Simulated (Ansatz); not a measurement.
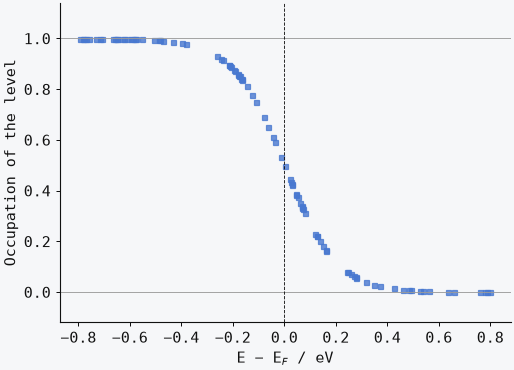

Occupations of the one-electron levels of the k mesh against their energy, from a run on O, space group P4/mmm (No. 123), 1 atom in the cell, with Ansatz.

Question: Name the smearing function and its width.

Answer: Fermi-Dirac smearing with a width of 0.1 eV. The occupations stay between 0 and 1 and have long exponential tails; the slope at the Fermi level is 1/(4 × width).
